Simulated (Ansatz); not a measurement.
# GaAs wire along [110], 42 atoms a period, H-terminated: bands by functional and under strain

Wanted: the relaxed geometry and the bands of the GaAs wire along [110], 42 atoms a period, H-terminated.

Method: DFT PBE, plane waves, PAW; relaxation of a wire's period; PAW set soft_1, in the first sound run; inputs show where later runs differ, in Ansatz 0.2.0.

**1. The starting structure**

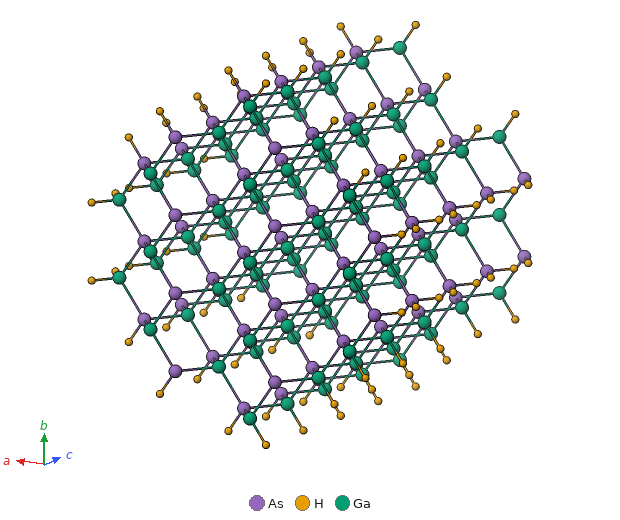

The starting structure, seen at a slant to the c axis (arsenic purple, hydrogen orange, gallium teal). 1×1×4 cells are drawn. Some periodic images of atoms are drawn too.

The cell holds 62 atoms: 21 As, 20 H and 21 Ga. Cell: a = 24.420 Å, b = 25.644 Å, c = 4.066 Å, α = 90.0°, β = 90.0°, γ = 90.0°. Vacuum lies along a and b. The structure's axis is c.

**2. Relaxation of atoms and period**

Band widths follow the bond lengths, so the wire is relaxed first. The atoms and the third cell vector are free; the box across stays fixed as vacuum. A Fermi-Dirac smearing is set since the result may be a metal. The pressure printed is a third of the stress's trace over the whole box, vacuum included; only the stress along the axis is relaxed.

Input file input.yaml:

```yaml
crystal:
  lattice:
    - [24.42, 0.0, 0.0]
    - [0.0, 25.644, 0.0]
    - [0.0, 0.0, 4.0658639918]
  atoms:
    - { symbol: As, position: [0.175876041, 0.42071676, 0.0] }
    - { symbol: H, position: [0.197386548, 0.291134924, 0.0] }
    - { symbol: Ga, position: [0.234741725, 0.341441608, 0.0] }
    - { symbol: Ga, position: [0.234741725, 0.499991912, 0.0] }
    - { symbol: As, position: [0.411338776, 0.262166456, 0.0] }
    - { symbol: As, position: [0.411338776, 0.42071676, 0.0] }
    - { symbol: H, position: [0.432849283, 0.867399203, 0.0] }
    - { symbol: Ga, position: [0.47020446, 0.341441608, 0.0] }
    - { symbol: Ga, position: [0.47020446, 0.182891304, 0.0] }
    - { symbol: Ga, position: [0.47020446, 0.499991912, 0.0] }
    - { symbol: As, position: [0.646801512, 0.262166456, 0.0] }
    - { symbol: As, position: [0.646801512, 0.42071676, 0.0] }
    - { symbol: H, position: [0.683447413, 0.212814962, 0.0] }
    - { symbol: Ga, position: [0.705667196, 0.341441608, 0.0] }
    - { symbol: Ga, position: [0.705667196, 0.499991912, 0.0] }
    - { symbol: H, position: [0.86075374, 0.42071676, 0.182708374] }
    - { symbol: H, position: [0.86075374, 0.579267064, 0.182708374] }
    - { symbol: H, position: [0.139230139, 0.42071676, 0.311267102] }
    - { symbol: H, position: [0.139230139, 0.579267064, 0.311267102] }
    - { symbol: As, position: [0.293607409, 0.341441608, 0.5] }
    - { symbol: As, position: [0.293607409, 0.658542215, 0.5] }
    - { symbol: As, position: [0.293607409, 0.499991912, 0.5] }
    - { symbol: H, position: [0.315117915, 0.211859772, 0.5] }
    - { symbol: H, position: [0.315117915, 0.788124051, 0.5] }
    - { symbol: Ga, position: [0.352473092, 0.262166456, 0.5] }
    - { symbol: Ga, position: [0.352473092, 0.42071676, 0.5] }
    - { symbol: Ga, position: [0.352473092, 0.579267064, 0.5] }
    - { symbol: Ga, position: [0.352473092, 0.737817367, 0.5] }
    - { symbol: As, position: [0.529070144, 0.341441608, 0.5] }
    - { symbol: As, position: [0.529070144, 0.182891304, 0.5] }
    - { symbol: As, position: [0.529070144, 0.658542215, 0.5] }
    - { symbol: As, position: [0.529070144, 0.499991912, 0.5] }
    - { symbol: As, position: [0.529070144, 0.817092519, 0.5] }
    - { symbol: H, position: [0.565716046, 0.13353981, 0.5] }
    - { symbol: H, position: [0.565716046, 0.866444013, 0.5] }
    - { symbol: Ga, position: [0.587935828, 0.262166456, 0.5] }
    - { symbol: Ga, position: [0.587935828, 0.42071676, 0.5] }
    - { symbol: Ga, position: [0.587935828, 0.579267064, 0.5] }
    - { symbol: Ga, position: [0.587935828, 0.737817367, 0.5] }
    - { symbol: As, position: [0.764532879, 0.341441608, 0.5] }
    - { symbol: As, position: [0.764532879, 0.658542215, 0.5] }
    - { symbol: As, position: [0.764532879, 0.499991912, 0.5] }
    - { symbol: H, position: [0.801178781, 0.292090114, 0.5] }
    - { symbol: H, position: [0.801178781, 0.707893709, 0.5] }
    - { symbol: Ga, position: [0.823398563, 0.42071676, 0.5] }
    - { symbol: Ga, position: [0.823398563, 0.579267064, 0.5] }
    - { symbol: H, position: [0.139230139, 0.42071676, 0.688732898] }
    - { symbol: H, position: [0.139230139, 0.579267064, 0.688732898] }
    - { symbol: H, position: [0.86075374, 0.42071676, 0.817291626] }
    - { symbol: H, position: [0.86075374, 0.579267064, 0.817291626] }
    - { symbol: As, position: [0.175876041, 0.579267064, 0.0] }
    - { symbol: H, position: [0.197386548, 0.708848899, 0.0] }
    - { symbol: Ga, position: [0.234741725, 0.658542215, 0.0] }
    - { symbol: As, position: [0.411338776, 0.579267064, 0.0] }
    - { symbol: As, position: [0.411338776, 0.737817367, 0.0] }
    - { symbol: H, position: [0.432849283, 0.13258462, 0.0] }
    - { symbol: Ga, position: [0.47020446, 0.658542215, 0.0] }
    - { symbol: Ga, position: [0.47020446, 0.817092519, 0.0] }
    - { symbol: As, position: [0.646801512, 0.579267064, 0.0] }
    - { symbol: As, position: [0.646801512, 0.737817367, 0.0] }
    - { symbol: H, position: [0.683447413, 0.787168861, 0.0] }
    - { symbol: Ga, position: [0.705667196, 0.658542215, 0.0] }
kpoints:
  mp_grid: { grid: [1, 1, 20] }
scf:
  occupations: { method: fermi_dirac, width: 0.05 }
hamiltonian:
  xc: pbe
  pseudopotentials: { kind: paw, azcp: { folder: soft_1 } }
relax:
  cell: { fix: [a, b, alpha, beta, gamma] }
  max_steps: 45
  f_tol: 0.03
```

On the command line:

```sh
$ ansatz run input.yaml --threads 16 --pin off --max-ram 61440MiB --backend cuda --events-out ev --progress --plain --runs-dir out --max-vram 78GiB
```

Numbers of over 12 decimals in the logs are rounded to 6 here.

What it wrote:

```text
Engine: ansatz 0.2.0, aarch64-unknown-linux-gnu
Pseudopotentials: kind: paw
Pseudopotential: As, paw, valence charge 15, recommended cutoff 420 eV (normal), soft_1/As.paw.azcp
Pseudopotential: H, paw, valence charge 1, recommended cutoff 420 eV (normal), soft_1/H.paw.azcp
Pseudopotential: Ga, paw, valence charge 13, recommended cutoff 420 eV (normal), soft_1/Ga.paw.azcp
Functional definition: PBE
  parameter kappa = 0.804
  parameter beta = 0.066725
  exchange = pbe_x(kappa = kappa, mu = beta*pi^2/3)
  correlation = pbe_c(beta = beta)
[...]
Crystal: 62 atoms, lattice volume = 2546.152 Å³
Basis set: ecut = 420 eV, 49757 PW (Γ), exchange–correlation on 360×360×60 points (8 copies of the dense FFT grid, shifted against one another)
Bands: 366, of which v1, the nominal top of the filled ones, is band 304 counted from 1 (303 counted from 0)
Symmetry: 4 space group operations
Space group: Pmm2 (ITA 25), of the structure as read, at distance tolerance 1.4e-4 Å
k-points: 11 of 20
Non-local potential: As, projectors of the file, l = 0: 2, l = 1: 2, l = 2: 3, l = 3: 1
Non-local potential: H, projectors of the file, l = 0: 2, l = 1: 1
Non-local potential: Ga, projectors of the file, l = 0: 2, l = 1: 2, l = 2: 3, l = 3: 1
PAW form: soft (Blöchl's): semilocal exchange-correlation on the pseudo side does not see the compensation charge
PAW one-centre angular grid: As, 590 points (default); XC on 64 Gauss nodes
PAW one-centre angular grid: H, 110 points (default); XC on 64 Gauss nodes
PAW one-centre angular grid: Ga, 590 points (default); XC on 64 Gauss nodes
Initial density: superposition of atomic densities (neutral atoms: chi_scale 0, normalization atom)
Initial wavefunctions: pseudopotential atomic-orbital guess
[...]
Functional: x = pbe(κ = 0.804, μ = 0.219515), c = pbe(β = 0.066725)
SCF iter   1: F=—  HF=-181753.517122 eV  |F-HF|=—  |Δ(HF+E_count)|=         —  Δρ=3.32e-2  dr2=3.07e1  ethr=3.10e-3  ⟨swp⟩=5.8  Hψ=15284  notcnv=0  defer=218
preconditioner: auto → Resta (q_TF=auto, 2.149 Å⁻¹)  ε∞=2.2  [insulator: Δε(μ)=1.227 eV  Ē_g=13.581 eV  σ=0.050 eV  W_gap=1.00  n_scr=462 (ndim 8)  ℏωp=14.7 eV  f_vac=0.517  D(μ)=0.00/eV (n_scr^D=0)  ε∞_Penn≈2.2  vacuum switching on, ρ_ref=1.3e-2 e/Å³]
SCF iter   2: F=—  HF=-181746.963855 eV  |F-HF|=—  |Δ(HF+E_count)|=    6.55e0  Δρ=1.57e-2  dr2=1.05e1  ethr=3.10e-3  ⟨swp⟩=3.0  Hψ=5443  notcnv=0  defer=594
preconditioner: auto → LDOS  [insulator: Δε(μ)=0.127 eV  Ē_g=13.848 eV  σ=0.050 eV  W_gap=0.56  n_scr=462 (ndim 8)  ℏωp=14.7 eV  f_vac=0.526  D(μ)=2.81/eV (n_scr^D=8)  ε∞_Penn≈2.1  β→1.0]
SCF iter   3: F=—  HF=-181746.320565 eV  |F-HF|=—  |Δ(HF+E_count)|=   6.43e-1  Δρ=4.89e-3  dr2=5.44e0  ethr=1.73e-3  ⟨swp⟩=3.0  Hψ=5847  notcnv=0  defer=465
[...]
SCF iter  13: F=-181745.509360 eV  HF=-181745.509360 eV  |F-HF|=1.92e-8  |Δ(HF+E_count)|=   2.88e-7  Δρ=9.68e-7  dr2=8.12e-8  ethr=1.64e-11  ⟨swp⟩=2.4  Hψ=11946  notcnv=0
SCF 1 converged in 13 iterations: F = -181745.509360 eV  dr2 = 8.12e-8
  greatest PAW one-centre occupation: 0.999 electrons in one spin orbital (limit 2), on the As atom at site 0 (counted from 0), in its partial waves of l = 2
relax step   1: F+E_penalty+E_count = -181745.50936020 eV  Δ(F+E_penalty+E_count) = +0.000e0 eV  max|allowed force component| = 8.914e-1 eV/Å  Δτ_max = 0.0000 Å  P = -0.012 GPa  Ω = 2546.152 Å³  fix = [a, b, alpha, beta, gamma]  reactions: a -0.199, b -0.240 GPa  (13 SCF iters, dr2 threshold 1.00e-7 eV, accepted)
[...]
Crystal: 62 atoms, lattice volume = 2582.077 Å³
Basis set: ecut = 420 eV, 50365 PW (Γ), exchange–correlation on 360×360×60 points (8 copies of the dense FFT grid, shifted against one another)
[...]
iter 1 solved again at ethr=1.95e-4 eV; its pass at ethr=3.10e-3 eV (dr2=1.18e0 eV) is discarded
[...]
SCF iter   9: F=-181746.518143 eV  HF=-181746.518142 eV  |F-HF|=7.91e-7  |Δ(HF+E_count)|=   2.54e-6  Δρ=5.85e-6  dr2=8.15e-7  ethr=1.02e-9  ⟨swp⟩=4.0  Hψ=11255  notcnv=0
SCF 2 converged in 9 iterations: F = -181746.518143 eV  dr2 = 8.15e-7
  greatest PAW one-centre occupation: 0.999 electrons in one spin orbital (limit 2), on the As atom at site 50 (counted from 0), in its partial waves of l = 2
relax step   2: F+E_penalty+E_count = -181746.51814301 eV  Δ(F+E_penalty+E_count) = -1.009e0 eV  max|allowed force component| = 6.273e-1 eV/Å  Δτ_max = 0.1981 Å  P = -0.165 GPa  Ω = 2582.077 Å³  energy of the carried Pulay correction = -5.416e-3 eV  fix = [a, b, alpha, beta, gamma]  reactions: a -0.286, b -0.011 GPa  (9 SCF iters, dr2 threshold 6.20e-6 eV, accepted)
[...]
relax step   3: F+E_penalty+E_count = -181746.63630812 eV  Δ(F+E_penalty+E_count) = -1.182e-1 eV  max|allowed force component| = 1.950e-1 eV/Å  Δτ_max = 0.1097 Å  P = -0.050 GPa  Ω = 2583.899 Å³  energy of the carried Pulay correction = -5.689e-3 eV  fix = [a, b, alpha, beta, gamma]  reactions: a -0.068, b +0.002 GPa  (8 SCF iters, dr2 threshold 6.20e-6 eV, accepted)
[...]
relax step   4: F+E_penalty+E_count = -181746.64431098 eV  Δ(F+E_penalty+E_count) = -8.003e-3 eV  max|allowed force component| = 1.497e-1 eV/Å  Δτ_max = 0.1530 Å  P = +0.007 GPa  Ω = 2583.298 Å³  energy of the carried Pulay correction = -5.599e-3 eV  fix = [a, b, alpha, beta, gamma]  reactions: a +0.009, b +0.005 GPa  (8 SCF iters, dr2 threshold 2.38e-6 eV, accepted)
[...]
relax step   5: F+E_penalty+E_count = -181746.65784157 eV  Δ(F+E_penalty+E_count) = -1.353e-2 eV  max|allowed force component| = 8.526e-2 eV/Å  Δτ_max = 0.0558 Å  P = -0.008 GPa  Ω = 2582.035 Å³  energy of the carried Pulay correction = -5.410e-3 eV  fix = [a, b, alpha, beta, gamma]  reactions: a -0.029, b -0.006 GPa  (8 SCF iters, dr2 threshold 1.40e-6 eV, accepted)
[...]
relax step   6: F+E_penalty+E_count = -181746.66103724 eV  Δ(F+E_penalty+E_count) = -3.196e-3 eV  max|allowed force component| = 9.253e-3 eV/Å  Δτ_max = 0.0130 Å  P = -0.003 GPa  Ω = 2583.802 Å³  energy of the carried Pulay correction = -5.675e-3 eV  fix = [a, b, alpha, beta, gamma]  reactions: a -0.012, b +0.010 GPa  (7 SCF iters, dr2 threshold 4.54e-7 eV, accepted)
[...]
relax step   7: F+E_penalty+E_count = -181746.66704214 eV  Δ(F+E_penalty+E_count) = -6.005e-3 eV  max|allowed force component| = 9.227e-3 eV/Å  Δτ_max = 0.0000 Å  P = -0.002 GPa  Ω = 2583.802 Å³  fix = [a, b, alpha, beta, gamma]  reactions: a -0.011, b +0.010 GPa  stress off target by 5.09e-3 GPa on what of the cell is left free  SCF on the basis re-selected at this cell (its energy is not comparable with the rows above)  (10 SCF iters)
[...]
- [0.0, 0.0, 4.125987]
  atoms:
    - { symbol: As, position: [0.186425, 0.417945, 0] }
    - { symbol: H, position: [0.195068, 0.286490, 0] }
    - { symbol: Ga, position: [0.238891, 0.330930, 0] }
    - { symbol: Ga, position: [0.241104, 0.5, 0] }
    - { symbol: As, position: [0.410440, 0.261445, 0] }
    - { symbol: As, position: [0.411557, 0.420044, 0] }
    - { symbol: H, position: [0.431773, 0.871615, 0] }
    - { symbol: Ga, position: [0.469495, 0.339569, 0] }
    - { symbol: Ga, position: [0.465391, 0.180289, 0] }
    - { symbol: Ga, position: [0.470223, 0.5, 0] }
    - { symbol: As, position: [0.642049, 0.267955, 0] }
    - { symbol: As, position: [0.646091, 0.422721, 0] }
    - { symbol: H, position: [0.677004, 0.218611, 0] }
    - { symbol: Ga, position: [0.705622, 0.344644, 0] }
    - { symbol: Ga, position: [0.710098, 0.5, 0] }
    - { symbol: H, position: [0.862546, 0.420004, 0.174963] }
    - { symbol: H, position: [0.862546, 0.579996, 0.174963] }
    - { symbol: H, position: [0.144840, 0.422764, 0.272830] }
    - { symbol: H, position: [0.144840, 0.577236, 0.272830] }
    - { symbol: As, position: [0.295208, 0.339179, 0.5] }
    - { symbol: As, position: [0.295208, 0.660821, 0.5] }
    - { symbol: As, position: [0.297504, 0.5, 0.5] }
    - { symbol: H, position: [0.314038, 0.208686, 0.5] }
    - { symbol: H, position: [0.314038, 0.791314, 0.5] }
    - { symbol: Ga, position: [0.352566, 0.257612, 0.5] }
    - { symbol: Ga, position: [0.354045, 0.417992, 0.5] }
    - { symbol: Ga, position: [0.354045, 0.582008, 0.5] }
    - { symbol: Ga, position: [0.352566, 0.742388, 0.5] }
    - { symbol: As, position: [0.527678, 0.342833, 0.5] }
    - { symbol: As, position: [0.523200, 0.187197, 0.5] }
    - { symbol: As, position: [0.527678, 0.657167, 0.5] }
    - { symbol: As, position: [0.528065, 0.5, 0.5] }
    - { symbol: As, position: [0.523200, 0.812803, 0.5] }
    - { symbol: H, position: [0.561480, 0.140173, 0.5] }
    - { symbol: H, position: [0.561480, 0.859827, 0.5] }
    - { symbol: Ga, position: [0.584663, 0.263362, 0.5] }
    - { symbol: Ga, position: [0.588389, 0.421427, 0.5] }
    - { symbol: Ga, position: [0.588389, 0.578573, 0.5] }
    - { symbol: Ga, position: [0.584663, 0.736638, 0.5] }
    - { symbol: As, position: [0.762181, 0.349085, 0.5] }
    - { symbol: As, position: [0.762181, 0.650915, 0.5] }
    - { symbol: As, position: [0.766807, 0.5, 0.5] }
    - { symbol: H, position: [0.791694, 0.296524, 0.5] }
    - { symbol: H, position: [0.791694, 0.703476, 0.5] }
    - { symbol: Ga, position: [0.831429, 0.424008, 0.5] }
    - { symbol: Ga, position: [0.831429, 0.575992, 0.5] }
    - { symbol: H, position: [0.144840, 0.422764, 0.727170] }
    - { symbol: H, position: [0.144840, 0.577236, 0.727170] }
    - { symbol: H, position: [0.862546, 0.420004, 0.825037] }
    - { symbol: H, position: [0.862546, 0.579996, 0.825037] }
    - { symbol: As, position: [0.186425, 0.582055, 0] }
    - { symbol: H, position: [0.195068, 0.713510, 0] }
    - { symbol: Ga, position: [0.238891, 0.669070, 0] }
    - { symbol: As, position: [0.411557, 0.579956, 0] }
    - { symbol: As, position: [0.410440, 0.738555, 0] }
    - { symbol: H, position: [0.431773, 0.128385, 0] }
    - { symbol: Ga, position: [0.469495, 0.660431, 0] }
    - { symbol: Ga, position: [0.465391, 0.819711, 0] }
    - { symbol: As, position: [0.646091, 0.577279, 0] }
    - { symbol: As, position: [0.642049, 0.732045, 0] }
    - { symbol: H, position: [0.677004, 0.781389, 0] }
    - { symbol: Ga, position: [0.705622, 0.655356, 0] }
```

Elapsed: 30 s, on 1 × NVIDIA GB200 with 16 threads of Arm Neoverse V2, shared host; peak memory 2 GiB; 3.7 min of CPU time.

Relaxation path:

```
step  energy less that of the first step (eV)  largest force component (eV/Å)  pressure (GPa)  volume (Å³)
   1                                   0.0000                          0.8914           -0.01      2546.15
   2                                  -1.0088                          0.6273           -0.16      2582.08
   3                                  -1.1269                          0.1950           -0.05      2583.90
   4                                  -1.1350                          0.1497            0.01      2583.30
   5                                  -1.1485                          0.0853           -0.01      2582.04
   6                                  -1.1517                          0.0093            0.00      2583.80
   7                                  -1.1577                          0.0092            0.00      2583.80
```

The run keeps the 4 symmetry operations that it works with, so distortions that break them were not tested.

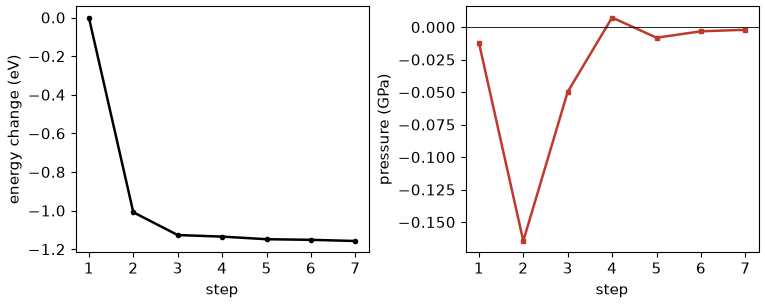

Energy and pressure along the relaxation.

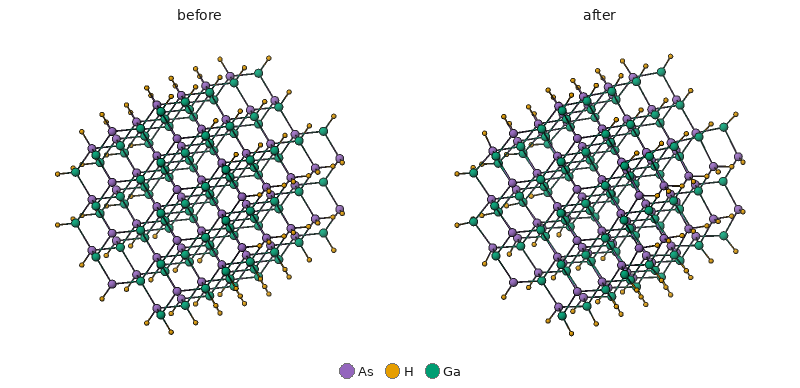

The structure before and after the relaxation, drawn at the same scale.

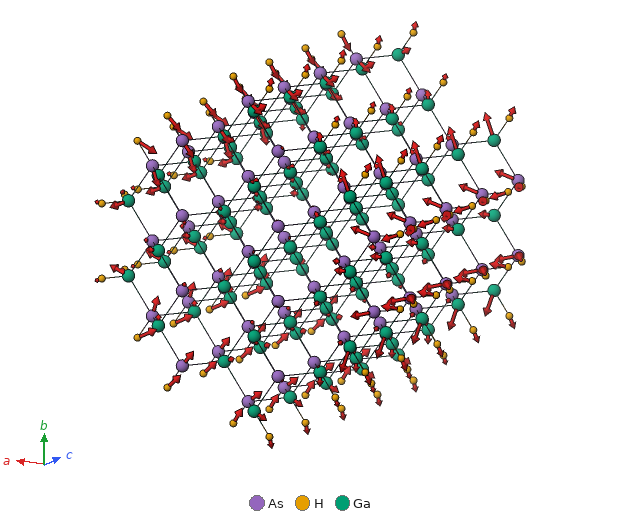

Displacements in the relaxation, exaggerated, measured against the changing cell; the longest in the cell stands for 0.29 Å. 1×1×4 cells are drawn. Some periodic images of atoms are drawn too.

```
cell as run  before  after  change
      c (Å)   4.066  4.126  +1.5 %
```

The atoms that moved most (Å, along periodic axes as changes of fractional coordinates times the final cell, across vacuum about the mean position):

```
atom      dx      dy     dz  length
Ga53   0.101   0.270  0.000   0.288
 Ga3   0.101  -0.270  0.000   0.288
 As1   0.258  -0.071  0.000   0.267
As51   0.258   0.071  0.000   0.267
 H43  -0.232   0.113  0.000   0.258
 H44  -0.232  -0.113  0.000   0.258
 H13  -0.157   0.148  0.000   0.216
 H61  -0.157  -0.148  0.000   0.216
```

This step gave:

- energy at zero smearing: -181746.6662 eV
- cell length along the wire: 4.126 Å

The cell's length comes to 4.126 Å with spin left out.

(Continued in part 2 of 3.)

[Logs are printed without paths, hosts, clocks, repeated set-up lines and the standing remarks that a program may print on its own settings, such as how far it seeks lower states.]

[Hosts, paths, dates, database ids (printed as entryN), source tags and the programs' standing remarks are cut or masked in the printed files.]
